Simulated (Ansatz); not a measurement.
## Run report: InGa23N24 (charge −1), geometry relaxation (part 3 of 3)

The same run, continued: InGa23N24 (defect cell, 48 atoms in the cell, total charge −1); DFT PBE, scalar-relativistic, plane waves, PAW, spin-polarised (Ansatz 0.2.0); cutoff 420 eV, 2×2×2 k-mesh, Gaussian smearing of 0.01 eV, collinear spins. The structure derives from a Materials Project entry. It belongs to a series of runs on one base structure; here: In on a Ga site (b), charge -1, atoms relaxed at the host's cell.

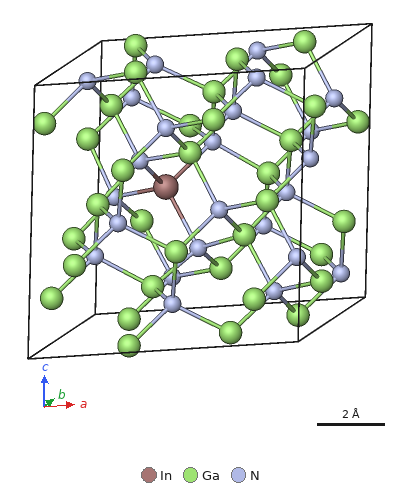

Figure 1. The geometry at step 3 of the log (ball-and-stick view of the cell of the calculation, seen slightly off an axis).

What the program printed, continued:
```
  k-point 1 ↓: bands = ["-6.1158", "-5.8043", "-5.7683", "-5.7284", "-5.6209", "-5.6002", "-5.5674", "-5.5003", "-5.4903", "-5.4827", ... 55 levels left out ..., "-3.8351", "-3.8326", "-3.8299", "-3.8270", "-3.8233", "-3.8216", "-3.8185", "-3.8141", "-3.8093", "-3.8068", "-3.7999", "-3.7975", "-3.7929", "-3.7899", "-3.7883", "-3.7862", "-3.7849", "-3.7818", "-3.7803", "-3.7788", "-3.7752", "-3.7724", "-3.7690", "-3.7667", "-3.7640", "-3.7605", "-3.7582", "-3.7565", "-3.7541",
      "-3.7522", "-3.7451", "-3.7427", "-3.7394", "-3.7309", "-3.7270", "-3.7194", "-3.7165", "-3.7157", "-3.7120", "-3.7088", "-3.7073", "-3.7052", "-3.7033", "-3.6993", "-3.6975", "-3.6944", "-3.6865", "-3.6847", "-3.6820", "-3.6745", "-3.6731", "-3.6519", "-3.6463", "-3.6364", "-3.5846", "-3.5550", "-3.5285", "-3.4805", "-3.4654", "-3.2501", "-3.0235", "-2.9902", "-2.7215", "-2.6975", "-2.5820", "-2.5720", "-2.4755", "-2.4420", "-2.4089",
      "-2.3909", "-2.3210", "-2.2729", "-2.1761", "-2.0560", "-1.9174", "-1.8973", "-1.8440", "-1.7926", "-1.7351", "2.9565", "3.0927", "3.3101", "3.3585", "3.4501", "3.4731", "3.4832", "3.5022", "3.5251", "3.7010", "3.8564", "3.8876", "3.9060", "4.0369", "4.1489", "4.2096", "4.3412", "4.6520", "4.6954", "4.9415", "5.3169", "5.3391", "5.4073", "5.6067", "5.6165", "5.7864", "5.8279", "6.0927", "6.1464", "6.1802",
      "6.2843", "6.3518", "6.4409", "6.5252", "6.6556", "6.7191", "6.7630", "6.8903", "6.9369", "7.0433", "7.0657", "7.2547", "7.2717", "7.3479", "7.4198", "7.5804", "7.5869", "7.6169", "7.6464", "7.7040", "7.7378", "7.7910", "7.8614", "7.9616", "7.9986", "8.0217", "8.0362", "8.0453", "8.1015", "8.1883", "8.2656", "8.3287", "8.3645", "8.4391", "8.5321", "8.5820", "8.6644", "8.7263", "8.7923", "8.8493",
      "9.2151", "9.2438", "12.5169", "13.5597", "13.6809", "13.8791", "14.0005", "14.0451", "14.3793", "14.4390", "14.4986", "14.5242", "14.6267", "14.6646", "14.6965", "14.9234", "15.0423", "15.1891", "15.2382", "15.2672", "15.3007", "15.3371", "15.4271", "15.4390", "15.4790", "15.8587", "15.9411", "15.9736", "16.0216", "16.5231", "16.6051", "16.8278", "16.9123", "17.0445", "17.0969", "17.1630", "17.1872", "17.2898", "17.3140", "17.3575",
      "17.3934", "17.4207", "17.4682", "17.4992", "17.5831", "17.6126", "17.6972", "17.7284", "17.9055", "18.0529", "18.1700"]
--- Relaxed structure (3 steps of the walk, 3 accepted, 0 SCFs on fresh bases) ---
  F+E_penalty+E_count = -101830.93189741 eV   max|allowed force component| = 5.105e-3 eV/Å
  atoms:
    - { symbol: In, position: [0.33257847051721734, 0.6659118038505506, 0.4992451371838839] }
    - { symbol: Ga, position: [0.6689101377479405, 0.497603885467881, 0.3303877005720567] }
    - { symbol: Ga, position: [0.997179014905726, 0.8358082375322594, 0.6679487071796024] }
    - { symbol: Ga, position: [0.16427055213454778, 0.49705436723872337, 0.835576804414607] }
    - { symbol: Ga, position: [0.5024749041989258, 0.8346153738462692, 0.16384568157239232] }
    - { symbol: Ga, position: [0.16372103390538995, 1.0022434710812738, 0.33093721880121435] }
    - { symbol: Ga, position: [0.5012820405129358, 0.33051234823905895, 0.6691415708655924] }
    - { symbol: Ga, position: [0.83390757309421, 0.6662233287317436, 0.9988441015521676] }
    - { symbol: Ga, position: [0.8321774348855009, 0.16724090642754302, 0.499556662065077] }
    - { symbol: Ga, position: [0.33288999539841035, 0.16551076821883387, 1.0005742397608763] }
    - { symbol: Ga, position: [0.6665040464990383, 0.9998373798323713, 0.8331707131657048] }
    - { symbol: Ga, position: [1.0004237275307797, 0.3337570608641128, 0.1670903941974461] }
    - { symbol: Ga, position: [0.6698469103224083, 0.8352948992520397, 0.5005544818116147] }
    - { symbol: Ga, position: [0.9955908788020409, 0.6669646351571614, 0.33113202939275643] }
    - { symbol: Ga, position: [0.333887815144948, 1.0031802436557413, 0.668628232585373] }
    - { symbol: Ga, position: [0.5019615659187063, 0.6672211484782812, 0.8365135769890748] }
    - { symbol: Ga, position: [0.8332268031487065, 1.0003891801925882, 0.16594078993883254] }
    - { symbol: Ga, position: [0.49918297068403517, 0.16595029125620064, 0.3334693572833751] }
    - { symbol: Ga, position: [0.8326169579228676, 0.500136023950042, 0.6658496373507017] }
    - { symbol: Ga, position: [0.1668026906167086, 0.8325163040173682, 0.999283624589534] }
    - { symbol: Ga, position: [0.1644653627260898, 0.32892421213537393, 0.5002979684904946] }
    - { symbol: Ga, position: [0.6670558468592548, 0.33260745660549945, 0.9998934698153731] }
    - { symbol: Ga, position: [0.9992741232721665, 0.16656013648203954, 0.8337225135259215] }
    - { symbol: Ga, position: [0.333631301823828, 0.49779869605942306, 0.1622575454687073] }
    - { symbol: N, position: [0.4682874234769677, 0.8016207568103009, 0.6349540901436344] }
    - { symbol: N, position: [0.789661487523075, 0.6245785511927303, 0.45827549172142906] }
    - { symbol: N, position: [0.1257465565461735, 0.9592968880830018, 0.7921846476488679] }
    - { symbol: N, position: [0.29124521785939705, 0.6249421583880956, 0.9563281541897415] }
    - { symbol: N, position: [0.6259635547496687, 0.9588513143155345, 0.2924132232128401] }
    - { symbol: N, position: [0.2916088250547626, 0.12299482085640798, 0.4579118845260637] }
    - { symbol: N, position: [0.6255179809822012, 0.45907988987950676, 0.7926302214163353] }
    - { symbol: N, position: [0.9582896321865096, 0.7924461335124695, 0.12325717678610248] }
    - { symbol: N, position: [0.9565905101194359, 0.29162296551984285, 0.6257794668458028] }
    - { symbol: N, position: [0.4591128001791362, 0.28992384345276917, 0.12495629885317625] }
    - { symbol: N, position: [0.7919392566376009, 0.12527258997093416, 0.9586059233042674] }
    - { symbol: N, position: [0.12649439913366853, 0.4598277324670018, 0.2931610658003351] }
    - { symbol: N, position: [0.46862445556831367, 0.6217332055528704, 0.2743045060739244] }
    - { symbol: N, position: [0.7946295740986982, 0.45790525579221686, 0.12338955259226259] }
    - { symbol: N, position: [0.1076378394072578, 0.8019577889016469, 0.45506653888620374] }
    - { symbol: N, position: [0.2883998722195371, 0.440971172740591, 0.6352911222349802] }
    - { symbol: N, position: [0.6284610559859426, 0.7931488803477955, 0.9585583467454681] }
    - { symbol: N, position: [0.29216206121514154, 0.9574371820520289, 0.12532612102103052] }
    - { symbol: N, position: [0.6241038487186958, 0.2919927876876971, 0.4588287278818083] }
    - { symbol: N, position: [0.958659454354364, 0.6254953945484748, 0.7907705153853624] }
    - { symbol: N, position: [0.9567228859255962, 0.1279629074320312, 0.2912385891255502] }
    - { symbol: N, position: [0.45981554701446237, 0.1252250134121346, 0.7951277226526092] }
    - { symbol: N, position: [0.7918916800788017, 0.961794389319276, 0.626482213681129] }
    - { symbol: N, position: [0.12457192245888371, 0.2900562192589294, 0.9612962407653649] }
--- Löwdin populations: 48 sites ---
  site symbol       q [e]    m [muB]
     0     In     12.0705     0.0194
     1     Ga     12.2666     0.0079
     2     Ga     12.2658     0.0079
     3     Ga     12.2666     0.0079
     4     Ga     12.2658     0.0079
     5     Ga     12.2666     0.0079
     6     Ga     12.2658     0.0079
     7     Ga     12.2584     0.0070
     8     Ga     12.2584     0.0070
     9     Ga     12.2584     0.0070
    10     Ga     12.2535     0.0061
    11     Ga     12.2650     0.0080
    12     Ga     12.2633     0.0074
    13     Ga     12.2676     0.0079
    14     Ga     12.2633     0.0074
    15     Ga     12.2633     0.0074
    16     Ga     12.2590     0.0078
    17     Ga     12.2593     0.0071
    18     Ga     12.2593     0.0071
    19     Ga     12.2593     0.0071
    20     Ga     12.2676     0.0079
    21     Ga     12.2590     0.0078
    22     Ga     12.2590     0.0078
    23     Ga     12.2676     0.0079
    24      N      5.7794     0.0152
    25      N      5.7428     0.0127
    26      N      5.7421     0.0124
    27      N      5.7428     0.0127
    28      N      5.7421     0.0124
    29      N      5.7428     0.0127
    30      N      5.7421     0.0124
    31      N      5.7432     0.0120
    32      N      5.7432     0.0120
    33      N      5.7432     0.0120
    34      N      5.7429     0.0109
    35      N      5.7441     0.0134
    36      N      5.7803     0.0159
    37      N      5.7438     0.0115
    38      N      5.7803     0.0159
    39      N      5.7803     0.0159
    40      N      5.7458     0.0108
    41      N      5.7428     0.0127
    42      N      5.7428     0.0127
    43      N      5.7428     0.0127
    44      N      5.7438     0.0115
    45      N      5.7458     0.0108
    46      N      5.7458     0.0108
    47      N      5.7438     0.0115
  spilling = 0.002085 (of n_electrons = 433.000000)
```

File populations.tsv:
```
# site	symbol	l	j	q_up	q_dn
# orbitals = lowdin
# n_electrons = 433.000000
# spilling = 0.002085
0	In	0_5S	-	0.404446	0.390342
0	In	1_5P	-	0.655611	0.650240
0	In	2_4D	-	4.984860	4.984975
1	Ga	0_4S	-	0.424959	0.420247
1	Ga	1_4P	-	0.722663	0.719464
1	Ga	2_3D	-	4.989625	4.989614
2	Ga	0_4S	-	0.424854	0.420195
2	Ga	1_4P	-	0.722364	0.719183
2	Ga	2_3D	-	4.989611	4.989598
3	Ga	0_4S	-	0.424959	0.420247
3	Ga	1_4P	-	0.722663	0.719464
3	Ga	2_3D	-	4.989625	4.989614
4	Ga	0_4S	-	0.424854	0.420195
4	Ga	1_4P	-	0.722364	0.719183
4	Ga	2_3D	-	4.989611	4.989598
5	Ga	0_4S	-	0.424959	0.420247
5	Ga	1_4P	-	0.722663	0.719464
5	Ga	2_3D	-	4.989625	4.989614
6	Ga	0_4S	-	0.424854	0.420195
6	Ga	1_4P	-	0.722364	0.719183
6	Ga	2_3D	-	4.989611	4.989598
7	Ga	0_4S	-	0.425118	0.420790
7	Ga	1_4P	-	0.717836	0.715212
7	Ga	2_3D	-	4.989751	4.989733
8	Ga	0_4S	-	0.425118	0.420790
8	Ga	1_4P	-	0.717836	0.715212
8	Ga	2_3D	-	4.989751	4.989733
9	Ga	0_4S	-	0.425118	0.420790
9	Ga	1_4P	-	0.717836	0.715212
9	Ga	2_3D	-	4.989751	4.989733
10	Ga	0_4S	-	0.422920	0.419377
10	Ga	1_4P	-	0.717261	0.714680
10	Ga	2_3D	-	4.989635	4.989610
11	Ga	0_4S	-	0.425417	0.420801
11	Ga	1_4P	-	0.721467	0.718069
11	Ga	2_3D	-	4.989653	4.989638
12	Ga	0_4S	-	0.425572	0.421124
12	Ga	1_4P	-	0.720067	0.717154
12	Ga	2_3D	-	4.989674	4.989663
13	Ga	0_4S	-	0.426312	0.421260
13	Ga	1_4P	-	0.721718	0.718834
13	Ga	2_3D	-	4.989726	4.989713
14	Ga	0_4S	-	0.425572	0.421124
14	Ga	1_4P	-	0.720067	0.717154
14	Ga	2_3D	-	4.989674	4.989663
15	Ga	0_4S	-	0.425572	0.421124
15	Ga	1_4P	-	0.720067	0.717154
15	Ga	2_3D	-	4.989674	4.989663
16	Ga	0_4S	-	0.427594	0.422661
16	Ga	1_4P	-	0.715863	0.712990
16	Ga	2_3D	-	4.989935	4.989921
17	Ga	0_4S	-	0.426892	0.422403
17	Ga	1_4P	-	0.716366	0.713761
17	Ga	2_3D	-	4.989955	4.989941
18	Ga	0_4S	-	0.426892	0.422403
18	Ga	1_4P	-	0.716366	0.713761
18	Ga	2_3D	-	4.989955	4.989941
19	Ga	0_4S	-	0.426892	0.422403
19	Ga	1_4P	-	0.716366	0.713761
19	Ga	2_3D	-	4.989955	4.989941
20	Ga	0_4S	-	0.426312	0.421260
20	Ga	1_4P	-	0.721718	0.718834
20	Ga	2_3D	-	4.989726	4.989713
21	Ga	0_4S	-	0.427594	0.422661
21	Ga	1_4P	-	0.715863	0.712990
21	Ga	2_3D	-	4.989935	4.989921
22	Ga	0_4S	-	0.427594	0.422661
22	Ga	1_4P	-	0.715863	0.712990
22	Ga	2_3D	-	4.989935	4.989921
23	Ga	0_4S	-	0.426312	0.421260
23	Ga	1_4P	-	0.721718	0.718834
23	Ga	2_3D	-	4.989726	4.989713
24	N	0_2S	-	0.727519	0.718554
24	N	1_2P	-	2.169774	2.163585
25	N	0_2S	-	0.720685	0.713291
25	N	1_2P	-	2.157065	2.151711
26	N	0_2S	-	0.720684	0.713708
26	N	1_2P	-	2.156553	2.151123
27	N	0_2S	-	0.720685	0.713291
27	N	1_2P	-	2.157065	2.151711
28	N	0_2S	-	0.720684	0.713708
28	N	1_2P	-	2.156553	2.151123
29	N	0_2S	-	0.720685	0.713291
29	N	1_2P	-	2.157065	2.151711
30	N	0_2S	-	0.720684	0.713708
30	N	1_2P	-	2.156553	2.151123
31	N	0_2S	-	0.719151	0.712636
31	N	1_2P	-	2.158412	2.152963
32	N	0_2S	-	0.719151	0.712636
32	N	1_2P	-	2.158412	2.152963
33	N	0_2S	-	0.719151	0.712636
33	N	1_2P	-	2.158412	2.152963
34	N	0_2S	-	0.718112	0.712496
34	N	1_2P	-	2.158818	2.153501
35	N	0_2S	-	0.726601	0.718581
35	N	1_2P	-	2.152142	2.146733
36	N	0_2S	-	0.725841	0.716635
36	N	1_2P	-	2.172262	2.165526
37	N	0_2S	-	0.718486	0.712298
37	N	1_2P	-	2.159160	2.153820
38	N	0_2S	-	0.725841	0.716635
38	N	1_2P	-	2.172262	2.165526
39	N	0_2S	-	0.725841	0.716635
39	N	1_2P	-	2.172262	2.165526
40	N	0_2S	-	0.715879	0.710321
40	N	1_2P	-	2.162461	2.157175
41	N	0_2S	-	0.721308	0.714061
41	N	1_2P	-	2.156420	2.150990
42	N	0_2S	-	0.721308	0.714061
42	N	1_2P	-	2.156420	2.150990
43	N	0_2S	-	0.721308	0.714061
43	N	1_2P	-	2.156420	2.150990
44	N	0_2S	-	0.718486	0.712298
44	N	1_2P	-	2.159160	2.153820
45	N	0_2S	-	0.715879	0.710321
45	N	1_2P	-	2.162461	2.157175
46	N	0_2S	-	0.715879	0.710321
46	N	1_2P	-	2.162461	2.157175
47	N	0_2S	-	0.718486	0.712298
47	N	1_2P	-	2.159160	2.153820
```

Trajectory as extended XYZ (Å, eV, eV/Å), 2 of the 3 frames kept, from step=1 to step=3:
```
48
Lattice="-3.2184 5.5744 5.2432 -3.2184 -5.5744 5.2432 6.4367 0.0000 5.2432" Properties=species:S:1:pos:R:3:forces:R:3 step=1 energy=-101830.92973
In    0.0000   -1.8581    7.8503    0.0000   0.0000   0.0214
Ga   -1.6299    0.9547    7.8476    0.0275  -0.0284   0.0229
Ga   -1.5995    0.8972   13.1119   -0.0187   0.0462   0.0125
Ga    3.2509   -1.8531    7.8476   -0.0383  -0.0097   0.0229
Ga   -3.2508   -1.8505    7.8687    0.0494  -0.0070   0.0125
Ga   -1.6211   -4.6760    7.8476    0.0108   0.0380   0.0229
Ga    1.6320    0.9534    7.8687   -0.0307  -0.0393   0.0125
Ga    1.5999    0.9344   13.1030   -0.0036   0.0131   0.0135
Ga    0.0000    3.7056    7.8599   -0.0095  -0.0097   0.0135
Ga    4.8368    0.9344    7.8599    0.0131  -0.0034   0.0135
Ga    0.0000   -1.8581   13.1056    0.0000   0.0000  -0.0018
Ga   -3.2184    3.7163    7.8705    0.0000   0.0000   0.0423
Ga   -1.6221   -0.9228   10.5154    0.0209  -0.0065  -0.0236
Ga   -3.2187    1.8306   10.4528    0.0072   0.0264   0.0311
Ga    0.0010   -3.7305   10.5154   -0.0048   0.0214  -0.0236
Ga    1.6210   -0.9210   10.5154   -0.0161  -0.0149  -0.0236
Ga   -4.8329   -0.9329   10.4838    0.0140   0.0051   0.0171
Ga    0.0052    1.8576    5.2361    0.0099  -0.0064   0.0118
Ga   -0.0030    1.8539   10.4793   -0.0105  -0.0054   0.0118
Ga    3.2162   -3.7115   10.4793    0.0006   0.0118   0.0118
Ga    1.6332   -0.9156    5.2096   -0.0265  -0.0070   0.0311
Ga    3.2178    1.8647   10.4838   -0.0026  -0.0147   0.0171
Ga    1.6152    4.6426   10.4838   -0.0114   0.0096   0.0171
Ga   -1.6328   -0.9150    5.2096    0.0193  -0.0195   0.0311
N     0.0000   -1.8581    9.9797    0.0000   0.0000   0.1005
N    -1.6015    0.9197    9.8183    0.0011   0.0047  -0.0105
N     1.6069   -4.6458    9.8423    0.0104  -0.0200  -0.0050
N     3.2064   -1.8601    9.8183    0.0035  -0.0033  -0.0105
N    -3.2176   -1.8559    9.8423   -0.0225   0.0011  -0.0050
N     1.6135    0.9404    4.5751   -0.0046  -0.0014  -0.0105
N     1.6107    0.9273    9.8423    0.0122   0.0190  -0.0050
N    -4.8402    0.9240    9.8278   -0.0166  -0.0113  -0.0299
N     0.0107    3.7079    9.8278    0.0181  -0.0087  -0.0299
N    -1.6073    0.9425    4.5846   -0.0015   0.0201  -0.0299
N     3.2184    3.7163    9.8357    0.0000   0.0000  -0.0128
N     0.0000   -1.8581    4.6128    0.0000   0.0000  -0.0300
N    -1.7393   -0.8569    7.1574   -0.0913   0.0549  -0.0416
N    -3.2380    1.8765    7.2153   -0.0078   0.0060  -0.0239
N     0.0026   -3.8650    7.1574   -0.0019  -0.1066  -0.0416
N     1.7367   -0.8525    7.1574    0.0933   0.0516  -0.0416
N     1.5939   -0.9179   12.4779   -0.0104   0.0048   0.0126
N    -3.2130   -3.7079    7.2108   -0.0253  -0.0110  -0.0266
N     0.0045    1.8493    7.2108    0.0031   0.0274  -0.0266
N    -0.0099    1.8586   12.4540    0.0222  -0.0164  -0.0266
N    -1.6152    4.6191    7.2153   -0.0013  -0.0098  -0.0239
N     3.2357    1.8657    7.2347    0.0093   0.0067   0.0126
N    -1.6113   -0.9479   12.4779    0.0011  -0.0114   0.0126
N     4.8533   -0.9212    7.2153    0.0091   0.0037  -0.0239
48
Lattice="-3.2184 5.5744 5.2432 -3.2184 -5.5744 5.2432 6.4367 0.0000 5.2432" Properties=species:S:1:pos:R:3:forces:R:3 step=3 energy=-101830.93190
In    0.0000   -1.8581    7.8529    0.0000   0.0000   0.0036
Ga   -1.6277    0.9549    7.8485    0.0003   0.0018   0.0051
Ga   -1.5998    0.8995   13.1128    0.0016  -0.0013   0.0048
Ga    3.2500   -1.8551    7.8485    0.0014  -0.0011   0.0051
Ga   -3.2486   -1.8515    7.8697   -0.0019  -0.0008   0.0048
Ga   -1.6223   -4.6742    7.8485   -0.0017  -0.0006   0.0051
Ga    1.6301    0.9519    7.8697    0.0003   0.0020   0.0048
Ga    1.6013    0.9347   13.1025    0.0011  -0.0010   0.0036
Ga   -0.0010    3.7066    7.8594    0.0003   0.0014   0.0036
Ga    4.8364    0.9330    7.8594   -0.0014  -0.0004   0.0036
Ga    0.0000   -1.8581   13.1054    0.0000   0.0000   0.0022
Ga   -3.2184    3.7163    7.8714    0.0000   0.0000  -0.0002
Ga   -1.6222   -0.9223   10.5162   -0.0016   0.0007   0.0029
Ga   -3.2193    1.8319   10.4532   -0.0006  -0.0011   0.0018
Ga    0.0006   -3.7309   10.5162    0.0002  -0.0018   0.0029
Ga    1.6216   -0.9212   10.5162    0.0015   0.0011   0.0029
Ga   -4.8331   -0.9318   10.4840   -0.0008  -0.0002   0.0037
Ga    0.0058    1.8576    5.2358   -0.0012   0.0001   0.0039
Ga   -0.0034    1.8534   10.4790    0.0007   0.0010   0.0039
Ga    3.2160   -3.7109   10.4790    0.0005  -0.0011   0.0039
Ga    1.6324   -0.9168    5.2101    0.0013   0.0000   0.0018
Ga    3.2188    1.8643   10.4840    0.0003   0.0008   0.0037
Ga    1.6144    4.6419   10.4840    0.0006  -0.0006   0.0037
Ga   -1.6314   -0.9151    5.2101   -0.0007   0.0011   0.0018
N     0.0000   -1.8581    9.9875    0.0000   0.0000  -0.0034
N    -1.6017    0.9202    9.8179    0.0003  -0.0012  -0.0046
N     1.6070   -4.6465    9.8426   -0.0011   0.0003  -0.0042
N     3.2070   -1.8602    9.8179   -0.0012   0.0003  -0.0046
N    -3.2183   -1.8556    9.8426    0.0008   0.0008  -0.0042
N     1.6131    0.9399    4.5747    0.0009   0.0009  -0.0046
N     1.6113    0.9278    9.8426    0.0003  -0.0011  -0.0042
N    -4.8411    0.9245    9.8257   -0.0005   0.0000  -0.0033
N     0.0108    3.7068    9.8257    0.0003  -0.0004  -0.0033
N    -1.6064    0.9431    4.5825    0.0002   0.0005  -0.0033
N     3.2184    3.7163    9.8352    0.0000   0.0000  -0.0009
N     0.0000   -1.8581    4.6113    0.0000   0.0000  -0.0011
N    -1.7435   -0.8535    7.1552    0.0014  -0.0011  -0.0035
N    -3.2369    1.8770    7.2142   -0.0018   0.0008  -0.0032
N     0.0017   -3.8704    7.1552    0.0003   0.0017  -0.0035
N     1.7418   -0.8505    7.1552   -0.0016  -0.0006  -0.0035
N     1.5947   -0.9180   12.4796   -0.0012   0.0011  -0.0020
N    -3.2150   -3.7085    7.2090    0.0012   0.0004  -0.0051
N     0.0050    1.8513    7.2090   -0.0003  -0.0012  -0.0051
N    -0.0084    1.8572   12.4521   -0.0009   0.0008  -0.0051
N    -1.6163    4.6198    7.2142    0.0002  -0.0020  -0.0032
N     3.2352    1.8651    7.2365    0.0015   0.0005  -0.0020
N    -1.6115   -0.9471   12.4796   -0.0003  -0.0016  -0.0020
N     4.8532   -0.9225    7.2142    0.0016   0.0012  -0.0032
```

Summary:

```json
{"quantity": "outcome", "value": "converged"}
{"quantity": "electrons treated", "value": "433"}
{"quantity": "free energy", "value": "−101830.9319 eV"}
{"quantity": "Fermi energy", "value": "12.489 eV"}
{"quantity": "gap on the k-point mesh", "value": "none (metallic)"}
{"quantity": "net moment of the cell", "value": "0.50 μB"}
{"quantity": "integrated absolute moment", "value": "0.51 μB"}
{"quantity": "final volume", "value": "564.39 Å³"}
{"quantity": "largest force (length of the vector) at the end", "value": "0.005 eV/Å"}
{"quantity": "hardware", "value": "4 threads of Arm Neoverse V1, 24 GiB of memory available, shared host"}
{"quantity": "wall time", "value": "2.7 min (CPU time 10 min)"}
{"quantity": "peak memory", "value": "3 GiB"}
```
